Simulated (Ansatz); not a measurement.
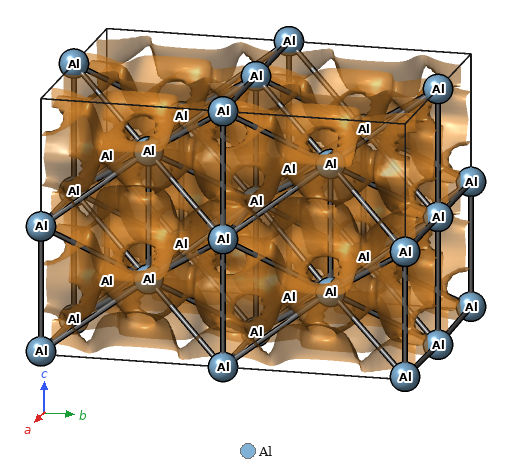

The picture shows: Al. Isosurface of the ELF at 0.55 (orange), seen slightly off an axis. Only the valence region is drawn (cores and ρ < 0.01 e/Å³ removed). Sticks mark near contacts.

Space group Imm2; changed on purpose from its base cell (atom 1 (Al) moved +0.067 A towards its neighbour atom 2 (Al) at 2.862 A); computed pressure about −4 GPa in this cell.

All numbers below come from DFT PBE+D3(BJ), scalar-relativistic, plane waves, PAW in Ansatz 0.2.0.

In a PAW calculation such maps are meaningful between the atoms, not at the nuclei.

The calculation's input:

```
crystal:
  lattice:
    - [-4.04796, 4.04796, 0.0]
    - [-4.04796, 0.0, 4.04796]
    - [0.0, 4.04796, 4.04796]
  atoms:
    - { symbol: Al, position: [-0.0116513064, 0.0, 0.0] }
    - { symbol: Al, position: [0.5, 0.0, 0.0] }
    - { symbol: Al, position: [0.0, 0.5, 0.0] }
    - { symbol: Al, position: [0.0, 0.0, 0.5] }
    - { symbol: Al, position: [0.5, 0.5, 0.0] }
    - { symbol: Al, position: [0.5, 0.0, 0.5] }
    - { symbol: Al, position: [0.0, 0.5, 0.5] }
    - { symbol: Al, position: [0.5, 0.5, 0.5] }
basis:
  ecutwfc: 420
kpoints:
  mp_grid: { grid: [10, 10, 10] }
hamiltonian:
  xc: pbe
  dispersion: d3bj
scf:
  occupations: { method: gaussian, width: 0.15 }
output:
  forces: true
  stress: true
  eigenvalues: true
  write_density: true
  write_potential: true
  elf: true
  volumetric_format: npy
```

Run with:

```sh
ansatz run input.yaml --threads 2 --pin off --max-ram 5120MiB --backend cpu --events-out ev --progress --plain --runs-dir out
```

Below, planes, directions and counts refer to the conventional cell (a = 5.72 Å, b = 8.10 Å, c = 5.72 Å, α = 90.00°, β = 90.00°, γ = 90.00°).

What do the ELF domains correspond to?

Answer. The ELF exceeds this value in one network that runs through the whole crystal, counted in one cell of 16 atoms. Regions shared between cells count once. There are no localised bonds or lone pairs at this value.

Values along the shortest contacts:
Al–Al (2.80 Å): the ELF peaks at about 0.65 between the atoms. Al–Al (2.86 Å): the ELF peaks at about 0.65 between the atoms.
